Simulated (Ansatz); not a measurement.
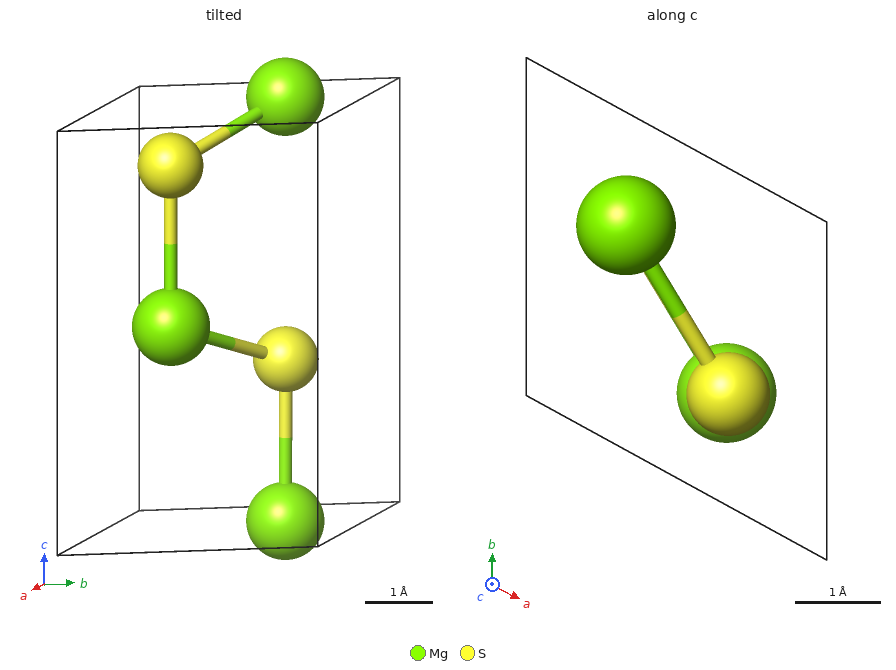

A ball-and-stick rendering, viewed slightly off an axis and along the c axis. One unit cell is framed, with atoms on its boundary repeated.

MgS, a = 4.029 Å, b = 3.976 Å, c = 6.454 Å, α = 90.00°, β = 90.00°, γ = 118.71°. Strictly the space group is P2_1 (No. 4, within 0.01 Å). It is a distorted form of a primitive hexagonal structure, space group P6_3mc (No. 186) within 0.25 Å: wurtzite. The cell started as a structure type filled with these elements by a generator (whether the compound takes this form wasn't checked). The cell was then strained or its atoms displaced on purpose. It was run through Ansatz as a DFT input.

This one geometry was computed with Ansatz (DFT, plane waves, PAW) at three levels of theory: r2SCAN, PBE and HSE06. It was relaxed with r2SCAN and then strained.

**How does the band gap change with the level of theory?**

PBE: a gap of 3.47 eV, direct; r2SCAN: a gap of 4.14 eV, direct; HSE06: a gap of 4.53 eV, direct.

**Collect the results in a table.**

| level | cutoff (eV) | k-mesh of the run's cell | gap (eV) | pressure (GPa) |
| --- | --- | --- | --- | --- |
| r2SCAN | 500 | 12×12×4 | 4.14 | 0.0 |
| PBE | 420 | 12×12×4 | 3.47 | 1.0 |
| HSE06 | 420 | 6×6×4 | 4.53 | 0.0 |

Gaps are taken on the k-mesh or band path of each run.
